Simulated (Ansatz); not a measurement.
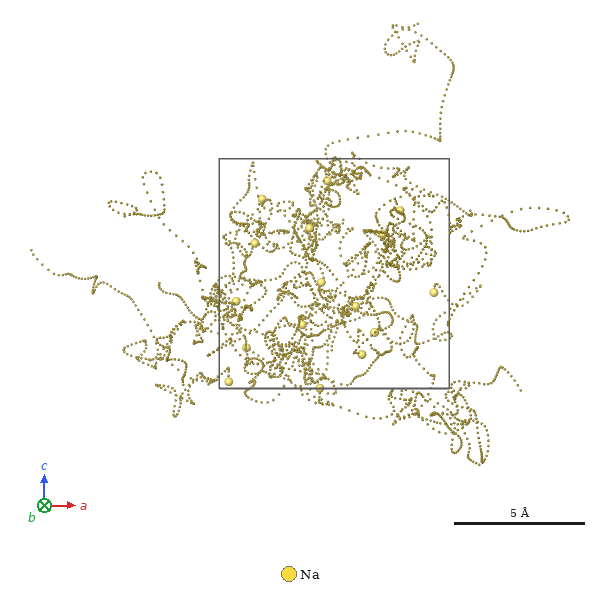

A Born-Oppenheimer molecular dynamics run of a 16-atom cell of Na, 4.00 ps long. It starts from the last geometry of an earlier run, with fresh velocities. Dots mark each atom's position at evenly spaced times, in the colour of its element; spheres stand at the starting positions. Seen along the b axis in the simulation cell.

The calculation used DFT PBE, scalar-relativistic, plane waves, PAW in Ansatz. Set-up: plane-wave cutoff 420 eV; k-point mesh 1 × 1 × 1; Fermi-Dirac smearing 0.11 eV; low-accuracy preset; volume 1.15 times that of the relaxed crystal; constant energy (NVE); velocities drawn for 780 K; time step 20 fs.

Describe the motion.

In the second half of the run the atoms are, in the root-mean-square, this far from where they began (common drift taken out): Na 5.17 Å. That is a large part of the typical shortest distance between atoms in the first frame, about 3.0 Å and still growing: the atoms leave their places as in a liquid. The time step of 20 fs is long for the fastest vibrations here (lightest element sodium).

Limits of the set-up: the k-point mesh is coarse for a cell with partly filled bands; the program's low-accuracy preset was used.

Cost: 8.3 min on 1 thread of Intel(R) Xeon(R) 6975P-C (Granite Rapids), on a shared host, peak memory 0.7 GiB.
